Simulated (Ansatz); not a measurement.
## What a change does: single-point calculation on C

System: C (P1, 10 atoms in the cell).
Method of the first run: DFT LDA, scalar-relativistic, plane waves, PAW, no spin polarisation (Ansatz 0.2.0).

The structure derives from an entry of the Crystallography Open Database. Text and figures count atoms from 1; the logs count them from 0 in places.

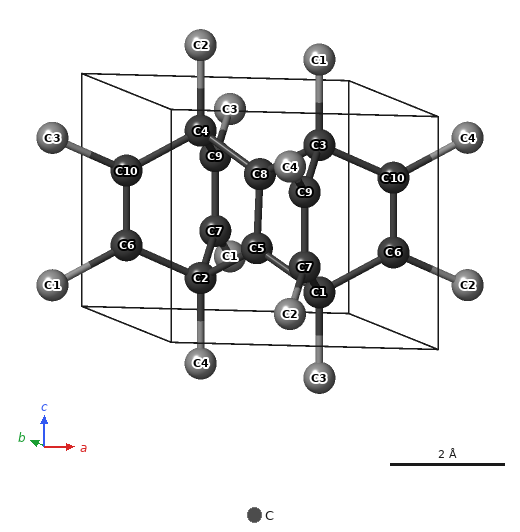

The structure as given in the input (ball-and-stick view of the cell of the calculation, seen slightly off an axis; neighbours outside the cell are drawn fainter; atoms are numbered from 1 in the order of the input). An atom can appear more than once, as a periodic image. Near neighbours in the periodic cell (some may lie outside the picture): C has 4 C at 1.44 to 1.61 Å; C has 3 C at 1.33 to 1.61 Å.

### The input, the first run
```yaml
crystal:
  lattice:
    - [4.7749561444, 0.0, 0.0]
    - [-2.3874780722, 4.135233323, 0.0]
    - [0.0, 0.0, 4.1319840921]
  atoms:
    - { symbol: C, position: [0.6666666667, 0.3333333333, 0.1834601087] }
    - { symbol: C, position: [0.3333333333, 0.6666666667, 0.1834601087] }
    - { symbol: C, position: [0.6666666667, 0.3333333333, 0.8165398913] }
    - { symbol: C, position: [0.3333333333, 0.6666666667, 0.8165398913] }
    - { symbol: C, position: [0.493741126, 0.5170995619, 0.3395339677] }
    - { symbol: C, position: [0.0, 0.5, 0.3395339677] }
    - { symbol: C, position: [0.5, 0.0, 0.3395339677] }
    - { symbol: C, position: [0.5, 0.5, 0.6604660323] }
    - { symbol: C, position: [0.5, 0.0, 0.6604660323] }
    - { symbol: C, position: [0.0, 0.5, 0.6604660323] }
basis:
  ecutwfc: 420
kpoints:
  mp_grid: { grid: [12, 12, 10] }
hamiltonian:
  xc: lda
scf:
  occupations: { method: gaussian, width: 0.15 }
output:
  forces: true
  stress: true
  eigenvalues: true
```

Launched with:
```bash
ansatz run input.yaml --threads 2 --pin off --max-ram 5120MiB --backend cpu --events-out ev --progress --plain --runs-dir out
```

Hardware: 2 threads of Arm Neoverse V2, 24 GiB of memory available, shared host.

### Output, shortened to warnings, some set-up lines, iterations and results (the first run)
```
Basis set: ecut = 420 eV, 1579 PW (Γ)
Symmetry: 1 space group operations
k-points: 724 of 1440 (time reversal used)
Initial density: superposition of atomic densities (neutral atoms: chi_scale 0, normalization atom), corrected by the library's trained network
[...]
SCF iter   1: F=—  HF=-2424.498325 eV  |F-HF|=—  |Δ(HF+E_count)|=         —  Δρ=1.93e-2  dr2=3.49e-1  ethr=1.77e-3  ⟨swp⟩=6.0  Hψ=104042  notcnv=0  defer=310
SCF iter   2: F=—  HF=-2424.418303 eV  |F-HF|=—  |Δ(HF+E_count)|=   8.00e-2  Δρ=1.03e-2  dr2=9.89e-2  ethr=8.72e-4  ⟨swp⟩=1.0  Hψ=27539  notcnv=0  defer=472
SCF iter   3: F=—  HF=-2424.388472 eV  |F-HF|=—  |Δ(HF+E_count)|=   2.98e-2  Δρ=1.83e-3  dr2=6.38e-3  ethr=2.47e-4  ⟨swp⟩=2.3  Hψ=28634  notcnv=0  defer=472
SCF iter   4: F=—  HF=-2424.388018 eV  |F-HF|=—  |Δ(HF+E_count)|=   4.54e-4  Δρ=8.94e-4  dr2=1.53e-3  ethr=1.59e-5  ⟨swp⟩=2.7  Hψ=31487  notcnv=0  defer=472
SCF iter   5: F=—  HF=-2424.388470 eV  |F-HF|=—  |Δ(HF+E_count)|=   4.52e-4  Δρ=3.49e-4  dr2=1.78e-4  ethr=3.81e-6  ⟨swp⟩=2.2  Hψ=33485  notcnv=0  defer=472
SCF iter   6: F=—  HF=-2424.388572 eV  |F-HF|=—  |Δ(HF+E_count)|=   1.03e-4  Δρ=2.66e-4  dr2=7.41e-5  ethr=4.46e-7  ⟨swp⟩=2.0  Hψ=30682  notcnv=0  defer=472
SCF iter   7: F=—  HF=-2424.388583 eV  |F-HF|=—  |Δ(HF+E_count)|=   1.07e-5  Δρ=5.54e-5  dr2=3.32e-6  ethr=1.85e-7  ⟨swp⟩=2.5  Hψ=34880  notcnv=0  defer=1167
SCF iter   8: F=—  HF=-2424.388584 eV  |F-HF|=—  |Δ(HF+E_count)|=   1.39e-6  Δρ=2.00e-5  dr2=6.10e-7  ethr=8.30e-9  ⟨swp⟩=2.6  Hψ=32342  notcnv=0  defer=1375
SCF iter   9: F=—  HF=-2424.388584 eV  |F-HF|=—  |Δ(HF+E_count)|=   6.43e-8  Δρ=1.02e-5  dr2=1.49e-7  ethr=1.52e-9  ⟨swp⟩=2.4  Hψ=32730  notcnv=0  defer=1456
SCF iter  10: F=-2424.388584 eV  HF=-2424.388584 eV  |F-HF|=1.65e-8  |Δ(HF+E_count)|=   9.36e-9  Δρ=5.08e-6  dr2=3.37e-8  ethr=2.50e-10  ⟨swp⟩=10.5  Hψ=92125  notcnv=0
SCF 1 converged in 10 iterations: F = -2424.388584 eV  dr2 = 3.37e-8
SCF converged after 10 iterations
Free energy (F): -2424.388584 eV
Harris-Foulkes:  -2424.388584 eV  (|F-HF|=1.65e-8)
Internal energy: -2424.378245 eV  (E = F + TS)
E sigma→0 (E₀):  -2424.383415 eV
Entropy (-TS):   -0.010339 eV (-1.034 meV/atom)
Fermi energy:    8.227096 eV
--- Per-component energies (eV) ---
  E_band       = -45.272124
  E_kinetic    = 917.977735
  E_local      = -1640.992637  (includes V_loc(G=0)·N_el)
  E_nonlocal   = 282.545178
  E_hartree    = 533.065510
  E_xc         = -478.178326
  E_vxc        = -594.746010  (∫ρ·V_xc dr)
  E_paw        = -918.445568  (= ΣΔE_a)
  E_vpaw       = -76.184412  (= ΣTr[D̂ρ^β])
  E_aug_tail   = 0.000112  (compensation charges beyond the density's cutoff)
  E_ewald      = -1120.978573
  E_core_change = 0.628325  (= ΣΔE_core)
  E_smearing   = -0.010339  (= −TS)
  E_closure    = 0.000000  (closes the sum)
  Σ components = -2424.388584   (vs F -2424.388584, Δ=0.00e0)
--- Forces (eV/Å), atoms counted from 1 ---
  atom   1  C     -0.68823075     0.53792993     0.13635279
  atom   2  C     -1.46931362     0.92474225    -0.56499121
  atom   3  C      0.03022612    -0.03183159    -0.20038191
  atom   4  C      0.03866200    -0.01784269     0.20555262
  atom   5  C      3.79576637    -2.62251352     0.54646126
  atom   6  C     -0.55039766    -0.08724988    -0.02649683
  atom   7  C     -0.40242370     0.68088980    -0.02144831
  atom   8  C     -0.64854600     0.58804341    -0.14670113
  atom   9  C     -0.02791914     0.10732511     0.04422668
  atom  10  C     -0.07783749    -0.07949389     0.02734962
  max |Σ_I F_I| component: 7.64e-5 eV/Å
--- Stress (GPa, compression-positive) ---
        1.381414      -0.651742      -0.095069
       -0.651742       0.371476       0.117625
       -0.095069       0.117625       0.265551
  P = ⅓ Tr σ = 0.6728 GPa (6.728 kbar)
```

For the second run the input was changed thus:
```diff
-    - { symbol: C, position: [0.493741126, 0.5170995619, 0.3395339677] }
+    - { symbol: C, position: [0.5050070992, 0.4863203505, 0.3395339677] }
```

What does this change do to the results?

With the same functional and potentials, the second run lies 8.1 meV per atom lower. The pressure goes from 0.67 to 0.43 GPa. The largest force goes from 4.646 to 3.683 eV/Å. The number of SCF iterations is the same.

### Output, shortened to warnings, some set-up lines, iterations and results (the second run)
```
Basis set: ecut = 420 eV, 1579 PW (Γ)
Symmetry: 1 space group operations
k-points: 724 of 1440 (time reversal used)
Initial density: superposition of atomic densities (neutral atoms: chi_scale 0, normalization atom), corrected by the library's trained network
[...]
SCF iter   1: F=—  HF=-2424.580528 eV  |F-HF|=—  |Δ(HF+E_count)|=         —  Δρ=1.93e-2  dr2=3.51e-1  ethr=1.77e-3  ⟨swp⟩=6.0  Hψ=103950  notcnv=0  defer=297
SCF iter   2: F=—  HF=-2424.499991 eV  |F-HF|=—  |Δ(HF+E_count)|=   8.05e-2  Δρ=1.03e-2  dr2=9.97e-2  ethr=8.77e-4  ⟨swp⟩=1.0  Hψ=27550  notcnv=0  defer=458
SCF iter   3: F=—  HF=-2424.469909 eV  |F-HF|=—  |Δ(HF+E_count)|=   3.01e-2  Δρ=1.84e-3  dr2=6.46e-3  ethr=2.49e-4  ⟨swp⟩=2.2  Hψ=28556  notcnv=0  defer=458
SCF iter   4: F=—  HF=-2424.469452 eV  |F-HF|=—  |Δ(HF+E_count)|=   4.57e-4  Δρ=8.98e-4  dr2=1.54e-3  ethr=1.61e-5  ⟨swp⟩=2.7  Hψ=31335  notcnv=0  defer=458
SCF iter   5: F=—  HF=-2424.469910 eV  |F-HF|=—  |Δ(HF+E_count)|=   4.58e-4  Δρ=3.24e-4  dr2=1.62e-4  ethr=3.86e-6  ⟨swp⟩=2.3  Hψ=33335  notcnv=0  defer=458
SCF iter   6: F=—  HF=-2424.470021 eV  |F-HF|=—  |Δ(HF+E_count)|=   1.11e-4  Δρ=2.49e-4  dr2=6.24e-5  ethr=4.06e-7  ⟨swp⟩=2.0  Hψ=31076  notcnv=0  defer=458
SCF iter   7: F=—  HF=-2424.470026 eV  |F-HF|=—  |Δ(HF+E_count)|=   5.42e-6  Δρ=5.72e-5  dr2=3.44e-6  ethr=1.56e-7  ⟨swp⟩=2.4  Hψ=34683  notcnv=0  defer=1275
SCF iter   8: F=—  HF=-2424.470028 eV  |F-HF|=—  |Δ(HF+E_count)|=   1.38e-6  Δρ=1.74e-5  dr2=5.39e-7  ethr=8.60e-9  ⟨swp⟩=2.7  Hψ=32683  notcnv=0  defer=1440
SCF iter   9: F=—  HF=-2424.470028 eV  |F-HF|=—  |Δ(HF+E_count)|=   5.28e-8  Δρ=9.19e-6  dr2=1.24e-7  ethr=2.50e-10  ⟨swp⟩=11.5  Hψ=108373  notcnv=0
SCF iter  10: F=-2424.470028 eV  HF=-2424.470028 eV  |F-HF|=9.52e-9  |Δ(HF+E_count)|=   1.72e-8  Δρ=5.37e-6  dr2=3.44e-8  ethr=2.50e-10  ⟨swp⟩=4.2  Hψ=67154  notcnv=0
SCF 1 converged in 10 iterations: F = -2424.470028 eV  dr2 = 3.44e-8
SCF converged after 10 iterations
Free energy (F): -2424.470028 eV
Harris-Foulkes:  -2424.470028 eV  (|F-HF|=9.52e-9)
Internal energy: -2424.459737 eV  (E = F + TS)
E sigma→0 (E₀):  -2424.464883 eV
Entropy (-TS):   -0.010290 eV (-1.029 meV/atom)
Fermi energy:    8.225934 eV
--- Per-component energies (eV) ---
  E_band       = -45.155803
  E_kinetic    = 917.858687
  E_local      = -1640.179960  (includes V_loc(G=0)·N_el)
  E_nonlocal   = 282.472356
  E_hartree    = 532.793238
  E_xc         = -478.157472
  E_vxc        = -594.720131  (∫ρ·V_xc dr)
  E_paw        = -918.432512  (= ΣΔE_a)
  E_vpaw       = -76.170513  (= ΣTr[D̂ρ^β])
  E_aug_tail   = 0.000113  (compensation charges beyond the density's cutoff)
  E_ewald      = -1121.442512
  E_core_change = 0.628325  (= ΣΔE_core)
  E_smearing   = -0.010290  (= −TS)
  E_closure    = 0.000000  (closes the sum)
  Σ components = -2424.470028   (vs F -2424.470028, Δ=0.00e0)
--- Forces (eV/Å), atoms counted from 1 ---
  atom   1  C      1.10110282    -0.70611886    -0.40577655
  atom   2  C      0.60238948    -0.45841763     0.13380345
  atom   3  C     -0.03029766     0.01554599     0.16489999
  atom   4  C     -0.02484182     0.02449496    -0.16195043
  atom   5  C     -3.01250118     2.09098010     0.34532390
  atom   6  C      0.43947729     0.06919853    -0.02035643
  atom   7  C      0.32253514    -0.54408952    -0.01710155
  atom   8  C      0.51774531    -0.46955901    -0.09130675
  atom   9  C      0.02205298    -0.08567650     0.03158377
  atom  10  C      0.06235027     0.06364308     0.02079981
  max |Σ_I F_I| component: 8.08e-5 eV/Å
--- Stress (GPa, compression-positive) ---
        0.880012      -0.418632       0.107327
       -0.418632       0.235083      -0.101218
        0.107327      -0.101218       0.164833
  P = ⅓ Tr σ = 0.4266 GPa (4.266 kbar)
```

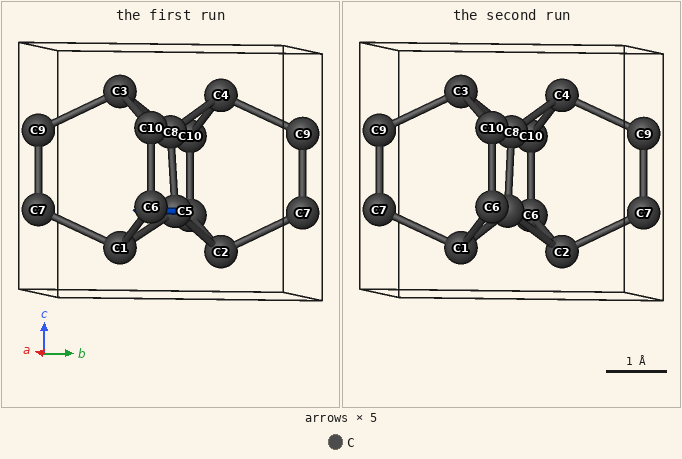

The two input geometries at one scale (ball-and-stick view of the cell of the calculation, seen at an oblique angle). The blue arrows on the first give the shifts of the atoms relative to the cell, magnified 5 times. The atom that moves furthest is C5 (0.18 Å). The cell doesn't change. Among the contacts that change: C1–C5 1.610 → 1.452 Å, C2–C5 1.435 → 1.592 Å.

### The two runs side by side

```csv
quantity,the first run,the second run
outcome,converged,converged
free energy per atom (eV),−242.4389,−242.4470
"energy per atom, smearing taken to zero (eV)",−242.4383,−242.4465
gap on the mesh (eV),0.00,0.00
pressure (GPa),0.67,0.43
largest force (eV/Å),4.646,3.683
SCF iterations,10,10
irreducible k-points,724,724
plane waves at Γ,1579,1579
wall time (shared host),73 s,79 s
```
